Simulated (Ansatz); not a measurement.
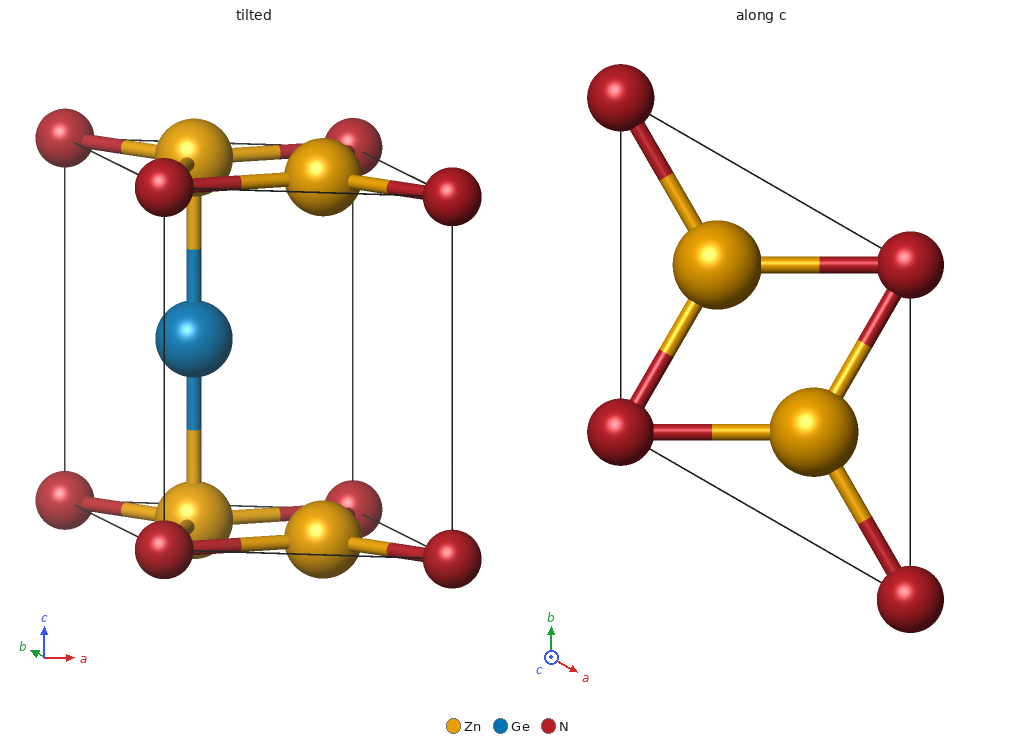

The crystal in a ball-and-stick representation, seen slightly off an axis and along the c axis. Lines trace the edges of the conventional unit cell. Cell: a = 4.02 Å, b = 4.02 Å, c = 5.07 Å, α = 90.00°, β = 90.00°, γ = 120.00°.

Source of the structure: a random cell made by a generator, so it need not be a real form of the compound. Earlier steps of the study may have refined or changed the cell and positions. It went into a calculation with Ansatz.

Caption:

Answer. The formula is Zn2GeN. Its lattice is primitive hexagonal, its space group P-6m2 (No. 187). The cell comprises 1 formula unit: 2 Zn, 1 Ge, 1 N. Each Ge has two Zn in a linear arrangement at about 2.5 Å. N is coordinated by six Zn at about 2.3 Å. Not all metal-metal contacts are counted. The bonds build a three-dimensional framework.

Computational set-up: DFT PBE, scalar-relativistic, plane waves, PAW (Ansatz 0.2.0), a plane-wave cutoff of 420 eV, Brillouin-zone sampling on a 12×12×10 mesh, Gaussian smearing of 0.1 eV, no spin polarisation.

Predict the gap.

Answer. A metal: bands cross the Fermi level.

What net charge does each kind of atom have (Bader)?

Answer. Zn +0.43 to +0.57 e; Ge +0.07 e; N -1.07 e.

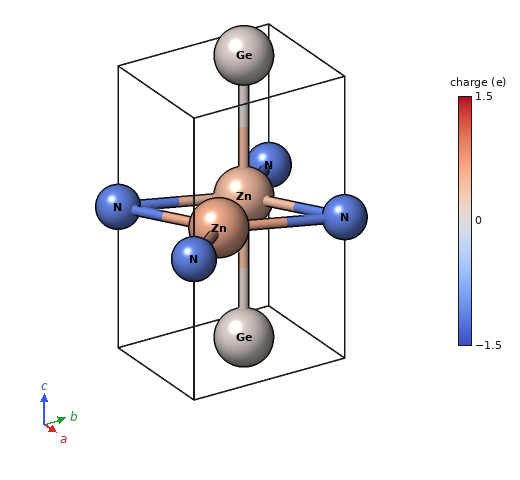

The atoms coloured by those charges. The run's cell of 4 atoms is drawn, so axes and origin can differ from the first picture.

Is this the relaxed geometry?

Answer. Yes. All forces vanish to within 0.01 eV/Å. The pressure is 0.0 GPa, close to zero.
